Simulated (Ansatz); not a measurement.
## Run report: AlNi, single-point calculation

The run: single-point calculation of AlNi (P-1, 4 atoms in the cell). Method and program: DFT r2SCAN, scalar-relativistic, plane waves, PAW, no spin polarisation (Ansatz 0.2.0).

The structure derives from a Materials Project entry. It belongs to a series of runs on one base structure; here: a zone-boundary wave of random shape, sigma 0.1 A. Figures and captions count atoms from 1; the log counts them from 0 in places.

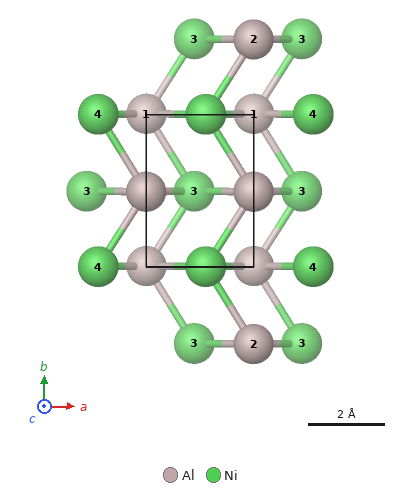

The structure (ball-and-stick view of the cell of the calculation, along the c axis; bonded neighbours outside the cell are drawn too; atoms are numbered from 1 in the order of the input). An atom can appear more than once, as a periodic image.

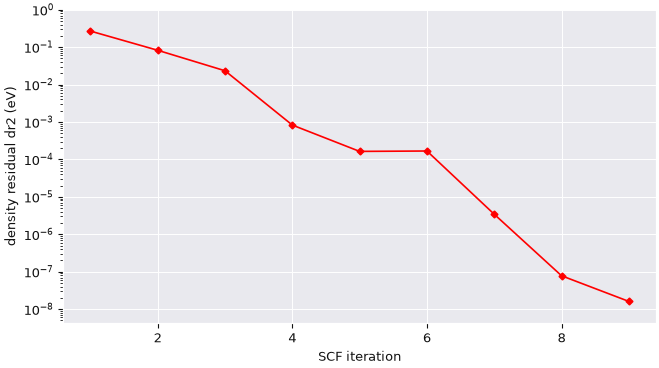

Convergence of the self-consistent field: density residual dr2 against the SCF iteration. The residual falls almost steadily, with no more than small rises.

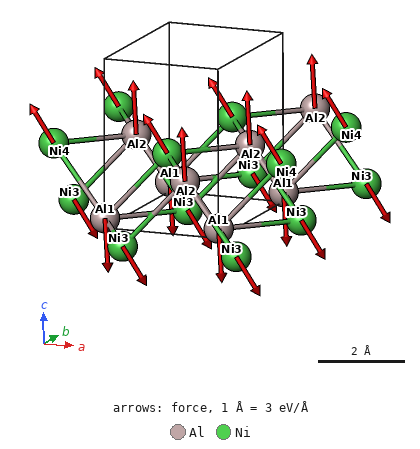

Forces on the atoms as red arrows (ball-and-stick view of the cell of the calculation, seen slightly off an axis; bonded neighbours outside the cell are drawn too; atoms are numbered from 1 in the order of the input). The largest act on Al1, Al2 (3.87 eV/Å); Ni3, Ni4 (3.28 eV/Å). The geometry is not a stationary point of this energy.

These pictures come from the run below.

## Input
```yaml
crystal:
  lattice:
    - [-2.0223875562, 2.0221673115, 0.0]
    - [2.0223875562, 2.0221673115, 2.8700173316]
    - [2.0223875562, 2.0221673115, -2.8700173316]
  atoms:
    - { symbol: Al, position: [1.0017239075, 0.0058962585, 0.0555043068] }
    - { symbol: Al, position: [0.9982760925, 0.4941037415, 0.4444956932] }
    - { symbol: Ni, position: [0.4462883684, 0.497755111, 1.026635926] }
    - { symbol: Ni, position: [0.5537116316, 0.002244889, 0.473364074] }
basis:
  ecutwfc: 500
kpoints:
  mp_grid: { grid: [12, 8, 8] }
hamiltonian:
  xc: r2scan
scf:
  occupations: { method: gaussian, width: 0.15 }
output:
  forces: true
  stress: true
  eigenvalues: true
```

Command:
```bash
ansatz run input.yaml --threads 2 --pin off --max-ram 5120MiB --backend cpu --events-out ev --progress --plain --runs-dir out
```

## Output
```
Engine: ansatz 0.2.0, x86_64-unknown-linux-gnu
Pseudopotentials: kind: paw
Pseudopotential: Al, paw, valence charge 3, recommended cutoff 500 eV (meta_gga), Al.paw.azcp
Pseudopotential: Ni, paw, valence charge 18, recommended cutoff 500 eV (meta_gga), Ni.paw.azcp
Functional definition: r2SCAN
  parameter k0 = 0.174
  parameter k1 = 0.065
  parameter a1 = 4.9479
  exchange = r2scan_x(k0 = k0, k1 = k1, a1 = a1)
  correlation = r2scan_c
Crystal: 4 atoms, lattice volume = 46.949 Å³
Basis set: ecut = 500 eV, 1195 PW (Γ), exchange–correlation on 96×120×120 points (64 copies of the dense FFT grid, shifted against one another)
Bands: 26, of which v1, the nominal top of the filled ones, is band 21 counted from 1 (20 counted from 0)
Symmetry: 2 space group operations
Space group: P-1 (ITA 2), of the structure as read, at distance tolerance 3.6e-5 Å
k-points: 388 of 768
Non-local potential: Al, projectors of the file, l = 0: 2, l = 1: 2, l = 2: 1
Non-local potential: Ni, projectors of the file, l = 0: 3, l = 1: 2, l = 2: 3, l = 3: 1
PAW form: soft (Blöchl's): semilocal exchange-correlation on the pseudo side does not see the compensation charge
PAW frozen core: Al, regenerated for the run's functional (the file was generated under x = pbe(κ = 0.804, μ = 0.2195149727645171), c = pbe(β = 0.06672455060314922))
PAW frozen core: Ni, regenerated for the run's functional (the file was generated under x = pbe(κ = 0.804, μ = 0.2195149727645171), c = pbe(β = 0.06672455060314922))
PAW one-centre angular grid: Al, 302 points (default); XC on 160 Gauss nodes
PAW one-centre angular grid: Ni, 590 points (default); XC on 160 Gauss nodes
Initial density: superposition of atomic densities (neutral atoms: chi_scale 0, normalization atom), corrected by the library's trained network
Initial wavefunctions: pseudopotential atomic-orbital guess
Functional: x = r2scan, c = r2scan; τ floored in thin density (d = 2e-4 eV/Å³)
SCF iter   1: F=—  HF=-12772.706036 eV  |F-HF|=—  |Δ(HF+E_count)|=         —  Δρ=2.73e-2  dr2=2.69e-1  dr2_τ=1.47e-1  ethr=1.77e-3  ⟨swp⟩=5.3  Hψ=45044  notcnv=0
preconditioner: auto → Kerker (q_TF=auto, 2.678 Å⁻¹)  [metal: Δε(μ)=0.001 eV  Ē_g=7.780 eV  σ=0.150 eV  W_gap=0.00  n_scr=10 (ndim 8)  ℏωp=27.6 eV  f_vac=0.000  D(μ)=1.17/eV (n_scr^D=4)]
SCF iter   2: F=—  HF=-12772.839098 eV  |F-HF|=—  |Δ(HF+E_count)|=   1.33e-1  Δρ=1.91e-2  dr2=8.25e-2  dr2_τ=1.62e-3  ethr=6.39e-4  ⟨swp⟩=2.2  Hψ=20128  notcnv=0  defer=219
SCF iter   3: F=—  HF=-12772.820442 eV  |F-HF|=—  |Δ(HF+E_count)|=   1.87e-2  Δρ=7.46e-3  dr2=2.34e-2  dr2_τ=5.94e-5  ethr=1.96e-4  ⟨swp⟩=2.0  Hψ=16127  notcnv=0  defer=219
SCF iter   4: F=—  HF=-12772.816488 eV  |F-HF|=—  |Δ(HF+E_count)|=   3.95e-3  Δρ=1.79e-3  dr2=8.29e-4  dr2_τ=2.10e-5  ethr=5.58e-5  ⟨swp⟩=1.7  Hψ=14901  notcnv=0  defer=213
SCF iter   5: F=—  HF=-12772.816524 eV  |F-HF|=—  |Δ(HF+E_count)|=   3.60e-5  Δρ=6.04e-4  dr2=1.64e-4  dr2_τ=4.43e-6  ethr=1.97e-6  ⟨swp⟩=2.0  Hψ=17352  notcnv=0  defer=213
SCF iter   6: F=—  HF=-12772.816504 eV  |F-HF|=—  |Δ(HF+E_count)|=   2.04e-5  Δρ=7.75e-4  dr2=1.68e-4  dr2_τ=9.86e-7  ethr=3.91e-7  ⟨swp⟩=2.0  Hψ=14293  notcnv=0  defer=213
SCF iter   7: F=—  HF=-12772.816496 eV  |F-HF|=—  |Δ(HF+E_count)|=   7.97e-6  Δρ=1.27e-4  dr2=3.43e-6  dr2_τ=5.17e-8  ethr=3.91e-7  ⟨swp⟩=1.7  Hψ=13089  notcnv=0  defer=213
SCF iter   8: F=—  HF=-12772.816496 eV  |F-HF|=—  |Δ(HF+E_count)|=   5.70e-8  Δρ=1.68e-5  dr2=7.80e-8  dr2_τ=3.56e-9  ethr=2.38e-10  ⟨swp⟩=6.3  Hψ=55040  notcnv=0
SCF iter   9: F=-12772.816496 eV  HF=-12772.816496 eV  |F-HF|=6.65e-9  |Δ(HF+E_count)|=   2.54e-8  Δρ=8.24e-6  dr2=1.61e-8  dr2_τ=1.47e-10  ethr=1.86e-10  ⟨swp⟩=2.1  Hψ=37948  notcnv=0
SCF 1 converged in 9 iterations: F = -12772.816496 eV  dr2 = 1.61e-8
  greatest PAW one-centre occupation: 1.001 electrons in one spin orbital (limit 2), on the Ni atom at site 3 (counted from 0), in its partial waves of l = 1
SCF converged after 9 iterations
Free energy (F): -12772.816496 eV
Harris-Foulkes:  -12772.816496 eV  (|F-HF|=6.65e-9)
Internal energy: -12772.802529 eV  (E = F + TS)
E sigma→0 (E₀):  -12772.809513 eV
Entropy (-TS):   -0.013967 eV (-3.492 meV/atom)
Fermi energy:    14.116172 eV
--- Per-component energies (eV) ---
  E_band       = -717.452854
  E_kinetic    = 627.842075
  E_local      = -8939.608253  (includes V_loc(G=0)·N_el)
  E_nonlocal   = 1307.037549
  E_hartree    = 3857.427873
  E_xc         = -235.738978
  E_vxc        = -304.224200  (∫ρ·V_xc dr)
  E_paw        = -4243.729760  (= ΣΔE_a)
  E_vpaw       = -1144.407003  (= ΣTr[D̂ρ^β])
  E_aug_tail   = 0.000462  (compensation charges beyond the density's cutoff)
  E_vtau       = 21.064179  (kinetic-family band-sum trace: ∫τ·v_τ [+ j·A + Jᵃ·Aᵃ] dr)
  E_ewald      = -5145.313143
  E_core_change = -0.720353  (= ΣΔE_core)
  E_smearing   = -0.013967  (= −TS)
  E_closure    = 0.000000  (closes the sum)
  Σ components = -12772.816496   (vs F -12772.816496, Δ=0.00e0)
--- Forces (eV/Å), atoms counted from 1 ---
  atom   1  Al    -2.44043082    -1.84141154     2.37112534
  atom   2  Al     2.44043082     1.84141154    -2.37112534
  atom   3  Ni    -2.49670754    -0.03476832     2.12625468
  atom   4  Ni     2.49670754     0.03476832    -2.12625468
  max |Σ_I F_I| component: 0.00e0 eV/Å
--- Stress (GPa, compression-positive) ---
       20.181630       0.713510      -9.069039
        0.713510       7.533123       1.702625
       -9.069040       1.702626      12.946116
  P = ⅓ Tr σ = 13.5536 GPa (135.536 kbar)
--- Band table (eV; the first three rows and the last of 388) ---
  k-point 0: bands = ["-92.9482", "-92.9442", "-51.9324", "-51.9251", "-51.8779", "-51.8755", "-51.8645", "-51.8471", "2.1696", "8.5014", "9.8917", "10.1867", "10.4093", "11.3309", "11.4766", "11.6885", "11.8060", "12.1573", "12.4068", "12.4682", "12.9084", "15.5663", "16.8589", "20.1219", "20.4365", "20.5879"]
  k-point 1: bands = ["-92.9481", "-92.9443", "-51.9321", "-51.9253", "-51.8778", "-51.8749", "-51.8648", "-51.8477", "2.3121", "8.2638", "9.7824", "9.9064", "10.4987", "11.3791", "11.4442", "11.7016", "11.8246", "12.1193", "12.3544", "12.4015", "13.0967", "16.0428", "17.2134", "19.2108", "19.9240", "20.5964"]
  k-point 2: bands = ["-92.9479", "-92.9445", "-51.9311", "-51.9259", "-51.8773", "-51.8734", "-51.8657", "-51.8493", "2.7266", "7.3249", "9.6903", "9.8980", "10.5509", "11.3344", "11.4247", "11.7342", "11.8672", "12.0366", "12.2456", "12.2862", "13.5465", "16.4404", "17.8278", "18.2282", "19.4618", "21.0513"]
  k-point 387: bands = ["-92.9446", "-92.9445", "-51.9452", "-51.9440", "-51.8881", "-51.8867", "-51.8526", "-51.8509", "8.1096", "8.2645", "9.8864", "10.0616", "11.0535", "11.0723", "11.2329", "11.2925", "11.7112", "11.7265", "12.1459", "12.1945", "12.9781", "12.9839", "15.7415", "15.8138", "16.8020", "16.8174"]
```

## Key numbers

```tsv
quantity	value
outcome	converged
space group (tolerance 0.01 Å)	P-1 (2)
electrons treated	42
free energy	−12772.8165 eV
Fermi energy	14.116 eV
gap on the k-point mesh	none (metallic)
pressure	13.55 GPa
largest force (length of the vector)	3.869 eV/Å
hardware	2 threads of Intel Xeon @ 2.70GHz, 189 GiB of memory available, shared host
wall time	36 s (CPU time 69 s)
peak memory	0.79 GiB
```

The run has no spin polarisation, so a magnetic state may lie lower.
